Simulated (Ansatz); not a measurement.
```
Ag
1.0
     3.31131    0.00000    0.00000
     0.00000    3.31131    0.00000
     0.00000    0.00000    3.31131
Ag
2
Direct
  0.00000 0.00000 0.00000
  0.50000 0.50000 0.50000
```

Space group Im-3m; the calculation finds a residual pressure of about −7 GPa at this fixed cell. This isn't the usual form at ambient conditions. The cell comes from a database of computed structures, not from a measurement.

Level of theory: Ansatz, DFT PBEsol, scalar-relativistic, plane waves, PAW.

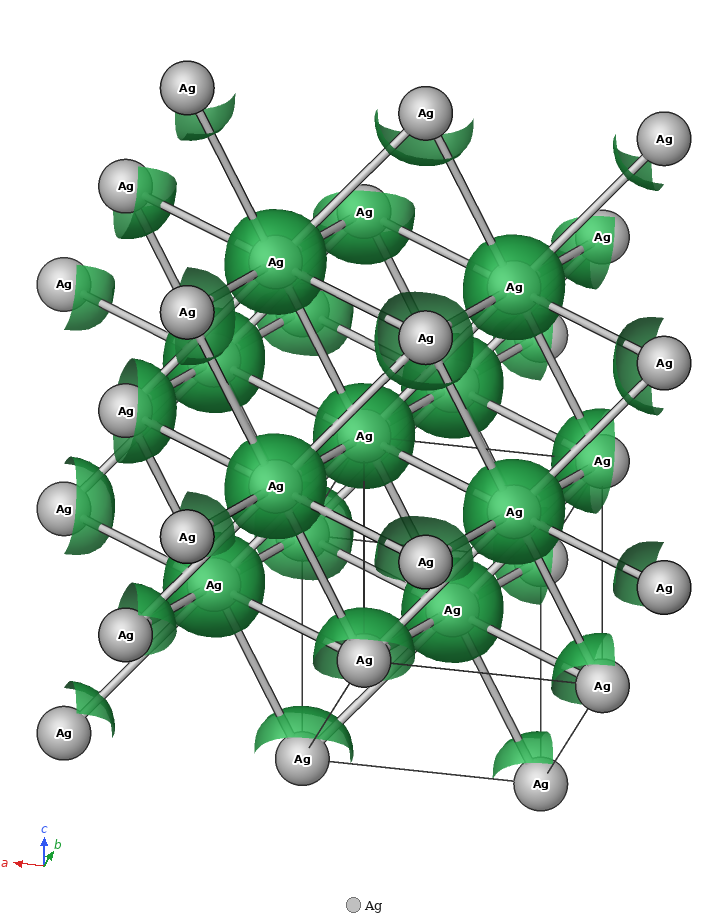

Ag. Density of the Kohn–Sham states from −7.4 to −4.9 eV about the Fermi level (the lower third of the occupied valence band), scaled to one electron a cell: green surface at 0.15 1/Å³, in the conventional cell, repeated, seen at an oblique angle.

In a PAW calculation such maps are meaningful between the atoms, not at the nuclei.

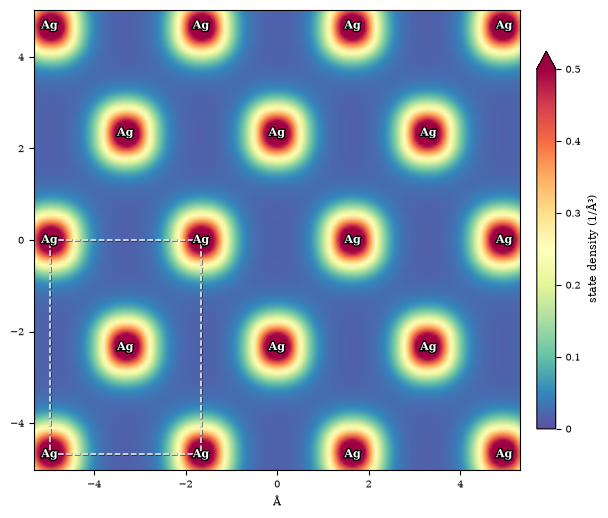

Also shown: a map on the (011̄) plane of the conventional cell.

> Describe these states.

Projected on a minimal set of atomic orbitals (Löwdin), they are Ag 4d (85 %) and Ag 5s (15 %).
